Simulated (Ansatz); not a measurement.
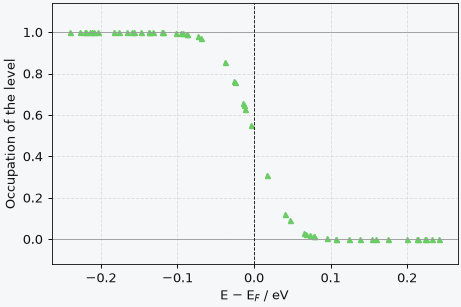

Occupations of the one-electron levels of the k mesh against their energy, from a run on Mn, space group P6_3/mmc (No. 194), 2 atoms in the cell, with Ansatz.

### Name the smearing function and its width.

Gaussian smearing with a width of 0.05 eV. The occupations stay between 0 and 1 and die off fast, as an error function; the slope at the Fermi level is 1/(√π × width).
